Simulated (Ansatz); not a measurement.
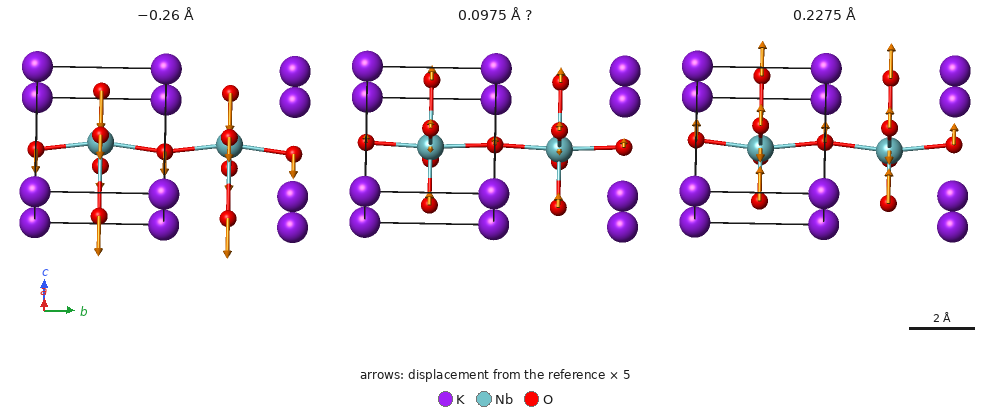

Energy scan for crystalline KNbO3 (Pm-3m), in which a normal mode at the zone centre (one arbitrary combination within a set of 3 degenerate modes) is frozen in with the cell fixed, the amplitude being the largest displacement of an atom. A ball-and-stick model of the cell of the calculation, repeated 1 × 2 × 1 with one cell outlined, seen along the a axis, with a slight tilt. Orange arrows: displacements from the reference.

Method: DFT PBE, scalar-relativistic, plane waves, PAW in Ansatz. Set-up: plane-wave cutoff 420 eV; k-point mesh 8 × 8 × 8; occupations gaussian; smearing width 0.05 eV; no spin polarisation. Energies (free energies at the smearing named) are counted from the relaxed crystal.

```csv
largest displacement (Å),energy change (meV/cell)
−0.2600,555
−0.1300,−10
0.0000,0
0.0325,−4
0.0650,−14
0.0975,?
0.1625,33
0.1950,127
0.2275,293
```

Fill in the missing row.

Answer. A straight line between the two neighbours gives 2 meV/cell. A cubic through the four nearest rows (0.0325, 0.0650, 0.1625, 0.1950) gives, with Lagrange weights, (−0.3000)(−4) + (1.0000)(−14) + (0.5000)(33) + (−0.2000)(127) = −22 meV/cell. The calculation gives −21 meV/cell, so the cubic is 1 meV/cell too low and the straight line 23 meV/cell too high, as the curve bends upwards here.

The whole profile:

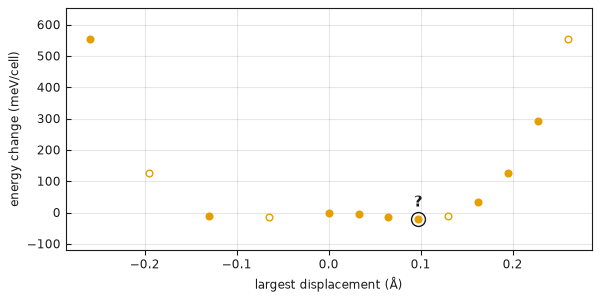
